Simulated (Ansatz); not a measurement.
## Geometry relaxation of W (part 1 of 4)

The run: geometry relaxation of W (slab, 17 atoms in the cell). Method and program: DFT PBE+D3(BJ), scalar-relativistic, plane waves, PAW, spin-polarised (Ansatz 0.2.0).

The structure derives from an entry of the Crystallography Open Database. The input holds or restrains some coordinates. Forces given for the steps count only the free coordinates. Figures and captions count atoms from 1; the log counts them from 0 in places.

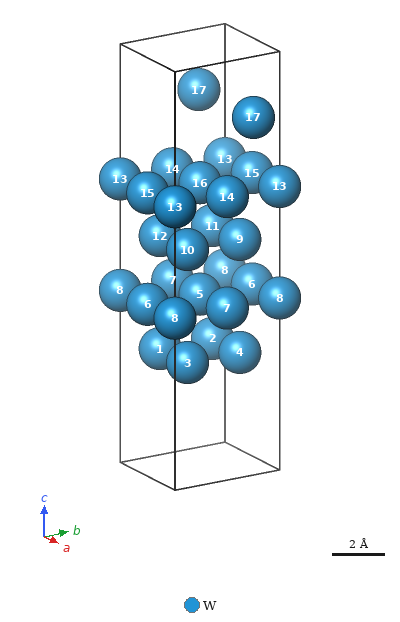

*The structure as given in the input (spheres-only view of the cell of the calculation, with the vacuum cut short, seen slightly off an axis; atoms are numbered from 1 in the order of the input). An atom can appear more than once, as a periodic image.*

**Input**
```yaml
crystal:
  lattice:
    - [5.4723966476, 0.0, 0.0]
    - [-1.8241322159, 5.1594250385, 0.0]
    - [0.0, 0.0, 25.7022897284]
  atoms:
    - { symbol: W, position: [0.25, 0.25, 0.3307098351] }
    - { symbol: W, position: [0.25, 0.75, 0.3307098351] }
    - { symbol: W, position: [0.75, 0.25, 0.3307098351] }
    - { symbol: W, position: [0.75, 0.75, 0.3307098351] }
    - { symbol: W, position: [0.5, 0.5, 0.4176319187] }
    - { symbol: W, position: [0.5, 0.0, 0.4176319187] }
    - { symbol: W, position: [0.0, 0.5, 0.4176319187] }
    - { symbol: W, position: [0.0, 0.0, 0.4176319187] }
    - { symbol: W, position: [0.75, 0.75, 0.505017285] }
    - { symbol: W, position: [0.75, 0.25, 0.505017285] }
    - { symbol: W, position: [0.25, 0.75, 0.505017285] }
    - { symbol: W, position: [0.25, 0.25, 0.505017285] }
    - { symbol: W, position: [0.0, 0.0, 0.5896310433] }
    - { symbol: W, position: [0.0, 0.5, 0.5896310433] }
    - { symbol: W, position: [0.5, 0.0, 0.5896310433] }
    - { symbol: W, position: [0.5, 0.5, 0.5896310433] }
    - { symbol: W, position: [0.0, 0.75, 0.7040177393], spin: 4.0 }
basis:
  ecutwfc: 420
kpoints:
  mp_grid: { grid: [6, 6, 1] }
hamiltonian:
  xc: pbe
  dispersion: d3bj
scf:
  occupations: { method: gaussian, width: 0.1 }
output:
  forces: true
  eigenvalues: true
  populations: true
  write_density: true
  write_potential: true
  elf: true
  volumetric_format: npy
magnetization:
  spin_polarized: true
relax:
  adjacent_minimum: "off"
  f_tol: 0.03
  max_steps: 70
  constraints: [{ sites: [0, 1, 2, 3, 4, 5, 6, 7] }]
efield:
  axis: 3
  dipole_correction: true
```

Run as:
```bash
ansatz run input.yaml --threads 4 --pin off --max-ram 10240MiB --backend cpu --events-out ev --progress --plain --runs-dir out
```

**Output**
```
Engine: ansatz 0.2.0, x86_64-unknown-linux-gnu
Pseudopotentials: kind: paw
Pseudopotential: W, paw, valence charge 14, recommended cutoff 420 eV (normal), W.paw.azcp
Functional definition: PBE
  parameter kappa = 0.804
  parameter beta = 0.06672455060314922
  exchange = pbe_x(kappa = kappa, mu = beta*pi^2/3)
  correlation = pbe_c(beta = beta)
Crystal: 17 atoms, lattice volume = 725.689 Å³
Basis set: ecut = 420 eV, 14177 PW (Γ), exchange–correlation on 80×80×360 points (8 copies of the dense FFT grid, shifted against one another)
Bands: 146, of which v1, the nominal top of the filled ones, is band 119 counted from 1 (118 counted from 0)
Symmetry: 2 space group operations
k-points: 20 of 36
Non-local potential: W, projectors of the file, l = 0: 3, l = 1: 2, l = 2: 2, l = 3: 1
PAW form: soft (Blöchl's): semilocal exchange-correlation on the pseudo side does not see the compensation charge
PAW one-centre angular grid: W, 590 points (default); XC on 64 Gauss nodes
Initial density: superposition of atomic densities (neutral atoms: chi_scale 0, normalization atom)
Starting moments: Σ|m| = 4 μB on 1 of 17 sites
Initial wavefunctions: pseudopotential atomic-orbital guess
Functional: x = pbe(κ = 0.804, μ = 0.2195149727645171), c = pbe(β = 0.06672455060314922)
SCF iter   1: F=—  HF=-176540.951790 eV  |F-HF|=—  |Δ(HF+E_count)|=         —  Δρ=2.28e-2 (↑2.28e-2 ↓1.98e-2)  dr2=9.84e1  dr2_m=1.89e-1  M=3.257 μB ∫|m|=3.801 μB  β_m=1.00  ethr=3.10e-3  p=0.000 e·Å  D=1.53e-6 V/Å  ΔV_dip=-0.00 eV  dr2_dipole=7.59e0  V_vac-E_F(+/−)=6.87/6.87 eV  ⟨swp⟩=9.2  Hψ=28386  notcnv=0
Mixer restart at iter 1: flushing history
efield: sawtooth ramp at fractional position 0.9674 (placed from the atoms, in the widest stretch of the axis that holds none; the zero of the levels goes with the place), width 0.1000; the density the first Hamiltonian is built on has a dipole p = 0.000 e·Å; the dipole correction subtracts the counter field D = 1.53e-6 V/Å, which shifts the + side's vacuum level by -0.00 eV against the − side's; the planar-averaged density in the ramp window peaks in size at 4.1e-6 e/Å³
preconditioner: auto → LDOS  [metal: Δε(μ)=0.006 eV  Ē_g=5.014 eV  σ=0.100 eV  W_gap=0.03  n_scr=126 (ndim 8)  ℏωp=13.9 eV  f_vac=0.522  D(μ)=17.87/eV (n_scr^D=112)]
spin=Collinear: LDOS preconditioning applied to the charge; magnetization (m = ρ↑ − ρ↓) channel mixes plain (no charge-response kernel on spin).
SCF iter   2: F=—  HF=-176535.995454 eV  |F-HF|=—  |Δ(HF+E_count)|=    4.96e0  Δρ=1.42e-2 (↑1.37e-2 ↓1.42e-2)  dr2=5.12e1  dr2_m=8.40e-3  M=3.368 μB ∫|m|=4.115 μB  β_m=0.51  ethr=3.10e-3  p=0.039 e·Å  D=9.70e-3 V/Å  ΔV_dip=-0.25 eV  dr2_dipole=7.75e0  V_vac-E_F(+/−)=6.03/6.28 eV  ⟨swp⟩=2.1  Hψ=9010  notcnv=0  defer=601
density mixer auto → msr1: a metal under ldos (density of states about μ 1.63 of a free-electron gas's, 126 screened modes)
SCF iter   3: F=—  HF=-176532.636328 eV  |F-HF|=—  |Δ(HF+E_count)|=    3.36e0  Δρ=8.02e-3 (↑6.71e-3 ↓8.02e-3)  dr2=2.96e0  dr2_m=2.63e-1  M=3.507 μB ∫|m|=4.530 μB  β_m=0.60  ethr=3.10e-3  p=0.204 e·Å  D=5.10e-2 V/Å  ΔV_dip=-1.31 eV  dr2_dipole=1.35e0  V_vac-E_F(+/−)=3.95/5.26 eV  ⟨swp⟩=6.0  Hψ=13682  notcnv=0  defer=603
SCF iter   4: F=—  HF=-176532.925687 eV  |F-HF|=—  |Δ(HF+E_count)|=   2.89e-1  Δρ=4.01e-3 (↑4.01e-3 ↓2.76e-3)  dr2=1.43e-1  dr2_m=6.17e-2  M=3.742 μB ∫|m|=4.731 μB  β_m=0.61  ethr=1.24e-3  p=0.234 e·Å  D=5.83e-2 V/Å  ΔV_dip=-1.50 eV  dr2_dipole=1.57e-3  V_vac-E_F(+/−)=3.60/5.10 eV  ⟨swp⟩=3.2  Hψ=7782  notcnv=0  defer=679
SCF iter   5: F=—  HF=-176533.070874 eV  |F-HF|=—  |Δ(HF+E_count)|=         —  Δρ=3.40e-3 (↑3.40e-3 ↓1.59e-3)  dr2=1.26e-1  dr2_m=3.76e-2  M=4.005 μB ∫|m|=5.032 μB  β_m=0.61  ethr=5.99e-5  p=0.232 e·Å  D=5.79e-2 V/Å  ΔV_dip=-1.49 eV  dr2_dipole=4.86e-2  V_vac-E_F(+/−)=3.58/5.07 eV  ⟨swp⟩=3.4  Hψ=10989  notcnv=0  defer=677
SCF iter   6: F=—  HF=-176533.102799 eV  |F-HF|=—  |Δ(HF+E_count)|=   3.19e-2  Δρ=1.06e-3 (↑1.06e-3 ↓6.35e-4)  dr2=2.36e-2  dr2_m=3.67e-3  M=4.001 μB ∫|m|=5.071 μB  β_m=0.73  ethr=5.28e-5  p=0.220 e·Å  D=5.49e-2 V/Å  ΔV_dip=-1.41 eV  dr2_dipole=1.10e-2  V_vac-E_F(+/−)=3.63/5.04 eV  ⟨swp⟩=2.4  Hψ=9289  notcnv=0  defer=680
SCF iter   7: F=—  HF=-176533.116563 eV  |F-HF|=—  |Δ(HF+E_count)|=   1.38e-2  Δρ=3.54e-4 (↑3.54e-4 ↓2.14e-4)  dr2=3.50e-3  dr2_m=4.17e-4  M=4.020 μB ∫|m|=5.137 μB  β_m=0.80  ethr=9.93e-6  p=0.215 e·Å  D=5.35e-2 V/Å  ΔV_dip=-1.38 eV  dr2_dipole=2.30e-3  V_vac-E_F(+/−)=3.60/4.98 eV  ⟨swp⟩=3.0  Hψ=10346  notcnv=0  defer=679
SCF iter   8: F=—  HF=-176533.118178 eV  |F-HF|=—  |Δ(HF+E_count)|=   1.62e-3  Δρ=6.92e-5 (↑6.92e-5 ↓6.16e-5)  dr2=3.75e-4  dr2_m=1.04e-5  M=4.021 μB ∫|m|=5.169 μB  β_m=0.77  ethr=1.47e-6  p=0.209 e·Å  D=5.21e-2 V/Å  ΔV_dip=-1.34 eV  dr2_dipole=2.34e-4  V_vac-E_F(+/−)=3.60/4.94 eV  ⟨swp⟩=3.1  Hψ=9537  notcnv=0  defer=678
SCF iter   9: F=—  HF=-176533.118175 eV  |F-HF|=—  |Δ(HF+E_count)|=   3.85e-6  Δρ=3.32e-5 (↑3.32e-5 ↓2.78e-5)  dr2=5.96e-5  dr2_m=1.88e-6  M=4.018 μB ∫|m|=5.175 μB  β_m=0.71  ethr=1.58e-7  p=0.207 e·Å  D=5.16e-2 V/Å  ΔV_dip=-1.33 eV  dr2_dipole=1.78e-5  V_vac-E_F(+/−)=3.61/4.93 eV  ⟨swp⟩=3.3  Hψ=11510  notcnv=0  defer=679
SCF iter  10: F=-176533.118170 eV  HF=-176533.118171 eV  |F-HF|=1.00e-6  |Δ(HF+E_count)|=   3.46e-6  Δρ=1.73e-5 (↑1.73e-5 ↓1.19e-5)  dr2=6.97e-6  dr2_m=8.63e-7  M=4.016 μB ∫|m|=5.176 μB  ethr=9.45e-9  p=0.206 e·Å  D=5.13e-2 V/Å  ΔV_dip=-1.32 eV  dr2_dipole=5.73e-8  V_vac-E_F(+/−)=3.61/4.93 eV  ⟨swp⟩=27.3  Hψ=68721  notcnv=0
SCF 1 converged in 10 iterations: F = -176533.118170 eV  dr2 = 6.97e-6
  greatest PAW one-centre occupation: 1.000 electrons in one spin orbital (limit 2), on the W atom at site 16 (counted from 0), in its partial waves of l = 0
relax step   1: F+E_penalty+E_count = -176533.11817012 eV  Δ(F+E_penalty+E_count) = +0.000e0 eV  max|allowed force component| = 2.792e0 eV/Å  Δτ_max = 0.0000 Å  (10 SCF iters, dr2 threshold 2.25e-5 eV, accepted)
Initial density: handed on by an earlier stage of this run
Starting moments: Σ|m| = 4 μB on 1 of 17 sites; this step starts from the density that it was given
Initial wavefunctions: those handed on with the density
iter 1 solved again at ethr=2.59e-4 eV; its pass at ethr=3.10e-3 eV (dr2=6.17e-1 eV) is discarded
SCF iter   1: F=—  HF=-176533.741316 eV  |F-HF|=—  |Δ(HF+E_count)|=         —  Δρ=8.12e-3 (↑8.12e-3 ↓7.53e-3)  dr2=6.41e-1  dr2_m=3.55e-1  M=3.226 μB ∫|m|=4.639 μB  β_m=1.00  ethr=2.59e-4  p=0.206 e·Å  D=5.13e-2 V/Å  ΔV_dip=-1.32 eV  dr2_dipole=4.87e-3  V_vac-E_F(+/−)=3.61/4.93 eV  ⟨swp⟩=2.2  Hψ=18387  notcnv=0  defer=628
efield: sawtooth ramp at fractional position 0.9674 (handed on by an earlier solve), width 0.1000; the density the first Hamiltonian is built on has a dipole p = 0.206 e·Å; the dipole correction subtracts the counter field D = 5.13e-2 V/Å, which shifts the + side's vacuum level by -1.32 eV against the − side's; the planar-averaged density in the ramp window peaks in size at 3.4e-6 e/Å³
preconditioner: auto → LDOS  [metal: Δε(μ)=0.005 eV  Ē_g=4.570 eV  σ=0.100 eV  W_gap=0.03  n_scr=126 (ndim 8)  ℏωp=13.9 eV  f_vac=0.531  D(μ)=13.54/eV (n_scr^D=76)]
spin=Collinear: LDOS preconditioning applied to the charge; magnetization (m = ρ↑ − ρ↓) channel mixes plain (no charge-response kernel on spin).
SCF iter   2: F=—  HF=-176533.980473 eV  |F-HF|=—  |Δ(HF+E_count)|=   2.39e-1  Δρ=2.68e-3 (↑2.68e-3 ↓1.96e-3)  dr2=2.84e-1  dr2_m=8.99e-3  M=2.962 μB ∫|m|=4.448 μB  β_m=0.34  ethr=2.59e-4  p=0.216 e·Å  D=5.38e-2 V/Å  ΔV_dip=-1.38 eV  dr2_dipole=3.89e-3  V_vac-E_F(+/−)=3.54/4.92 eV  ⟨swp⟩=3.1  Hψ=9971  notcnv=0  defer=647
density mixer auto → msr1: a metal under ldos (density of states about μ 1.49 of a free-electron gas's, 126 screened modes)
SCF iter   3: F=—  HF=-176533.909517 eV  |F-HF|=—  |Δ(HF+E_count)|=   7.10e-2  Δρ=1.84e-3 (↑1.44e-3 ↓1.84e-3)  dr2=5.40e-2  dr2_m=1.12e-2  M=3.000 μB ∫|m|=4.476 μB  β_m=0.52  ethr=1.20e-4  p=0.224 e·Å  D=5.59e-2 V/Å  ΔV_dip=-1.44 eV  dr2_dipole=1.03e-3  V_vac-E_F(+/−)=3.48/4.92 eV  ⟨swp⟩=2.5  Hψ=8771  notcnv=0  defer=664
SCF iter   4: F=—  HF=-176533.911773 eV  |F-HF|=—  |Δ(HF+E_count)|=   2.26e-3  Δρ=5.07e-4 (↑5.07e-4 ↓4.98e-4)  dr2=2.93e-3  dr2_m=1.33e-3  M=3.173 μB ∫|m|=4.605 μB  β_m=0.71  ethr=2.27e-5  p=0.227 e·Å  D=5.66e-2 V/Å  ΔV_dip=-1.45 eV  dr2_dipole=1.28e-3  V_vac-E_F(+/−)=3.47/4.92 eV  ⟨swp⟩=2.3  Hψ=9133  notcnv=0  defer=666
SCF iter   5: F=—  HF=-176533.913716 eV  |F-HF|=—  |Δ(HF+E_count)|=   1.94e-3  Δρ=2.85e-4 (↑2.85e-4 ↓2.62e-4)  dr2=5.05e-4  dr2_m=4.43e-4  M=3.194 μB ∫|m|=4.630 μB  β_m=0.86  ethr=1.23e-6  p=0.225 e·Å  D=5.61e-2 V/Å  ΔV_dip=-1.44 eV  dr2_dipole=2.89e-4  V_vac-E_F(+/−)=3.48/4.92 eV  ⟨swp⟩=2.7  Hψ=9337  notcnv=0  defer=665
SCF iter   6: F=—  HF=-176533.914253 eV  |F-HF|=—  |Δ(HF+E_count)|=   5.37e-4  Δρ=5.82e-5 (↑3.55e-5 ↓5.82e-5)  dr2=3.34e-4  dr2_m=5.03e-6  M=3.207 μB ∫|m|=4.648 μB  β_m=0.78  ethr=2.12e-7  p=0.223 e·Å  D=5.56e-2 V/Å  ΔV_dip=-1.43 eV  dr2_dipole=1.24e-4  V_vac-E_F(+/−)=3.49/4.92 eV  ⟨swp⟩=3.1  Hψ=10991  notcnv=0  defer=664
SCF iter   7: F=-176533.914137 eV  HF=-176533.914245 eV  |F-HF|=1.09e-4  |Δ(HF+E_count)|=   7.38e-6  Δρ=3.18e-5 (↑1.20e-5 ↓3.18e-5)  dr2=8.25e-5  dr2_m=2.08e-6  M=3.209 μB ∫|m|=4.651 μB  β_m=0.78  ethr=4.20e-8  p=0.223 e·Å  D=5.55e-2 V/Å  ΔV_dip=-1.43 eV  dr2_dipole=3.57e-5  V_vac-E_F(+/−)=3.49/4.92 eV  ⟨swp⟩=25.0  Hψ=67097  notcnv=0
SCF iter   8: F=-176533.914228 eV  HF=-176533.914249 eV  |F-HF|=2.08e-5  |Δ(HF+E_count)|=   3.37e-6  Δρ=1.24e-5 (↑7.05e-6 ↓1.24e-5)  dr2=1.55e-5  dr2_m=3.11e-7  M=3.211 μB ∫|m|=4.654 μB  ethr=3.47e-8  p=0.223 e·Å  D=5.55e-2 V/Å  ΔV_dip=-1.43 eV  dr2_dipole=7.31e-6  V_vac-E_F(+/−)=3.49/4.92 eV  ⟨swp⟩=14.8  Hψ=53922  notcnv=0
SCF 2 converged in 8 iterations: F = -176533.914228 eV  dr2 = 1.55e-5
relax step   2: F+E_penalty+E_count = -176533.91422807 eV  Δ(F+E_penalty+E_count) = -7.961e-1 eV  max|allowed force component| = 3.533e0 eV/Å  Δτ_max = 0.1949 Å  (8 SCF iters, dr2 threshold 1.00e-4 eV, accepted)
[... from here on the SCF iterations and repeated set-up lines of each step are left out, up to the last step ...]
SCF 3 converged in 8 iterations: F = -176534.847823 eV  dr2 = 2.24e-6
relax step   3: F+E_penalty+E_count = -176534.84782271 eV  Δ(F+E_penalty+E_count) = -9.336e-1 eV  max|allowed force component| = 4.632e0 eV/Å  Δτ_max = 0.1949 Å  (8 SCF iters, dr2 threshold 1.00e-4 eV, accepted)
SCF 4 converged in 11 iterations: F = -176535.869856 eV  dr2 = 1.49e-5
relax step   4: F+E_penalty+E_count = -176535.86985568 eV  Δ(F+E_penalty+E_count) = -1.022e0 eV  max|allowed force component| = 4.112e0 eV/Å  Δτ_max = 0.1949 Å  (11 SCF iters, dr2 threshold 1.00e-4 eV, accepted)
SCF 5 converged in 10 iterations: F = -176536.452957 eV  dr2 = 4.28e-7
relax step   5: F+E_penalty+E_count = -176536.45295739 eV  Δ(F+E_penalty+E_count) = -5.831e-1 eV  max|allowed force component| = 9.638e-1 eV/Å  Δτ_max = 0.1916 Å  (10 SCF iters, dr2 threshold 1.00e-4 eV, accepted)
SCF 6 converged in 9 iterations: F = -176536.740756 eV  dr2 = 8.62e-7
relax step   6: F+E_penalty+E_count = -176536.74075559 eV  Δ(F+E_penalty+E_count) = -2.878e-1 eV  max|allowed force component| = 4.177e-1 eV/Å  Δτ_max = 0.1949 Å  (9 SCF iters, dr2 threshold 5.81e-5 eV, accepted)
SCF 7 converged in 8 iterations: F = -176536.777583 eV  dr2 = 2.95e-8
relax step   7: F+E_penalty+E_count = -176536.77758297 eV  Δ(F+E_penalty+E_count) = -3.683e-2 eV  max|allowed force component| = 1.129e-1 eV/Å  Δτ_max = 0.0355 Å  (8 SCF iters, dr2 threshold 1.09e-5 eV, accepted)
SCF 8 converged in 10 iterations: F = -176536.768149 eV  dr2 = 1.95e-8
relax step   8: F+E_penalty+E_count = -176536.76814872 eV  Δ(F+E_penalty+E_count) = +9.434e-3 eV  max|allowed force component| = 7.745e-1 eV/Å  Δτ_max = 0.0534 Å  (10 SCF iters, dr2 threshold 9.31e-7 eV, rejected (line search))
```
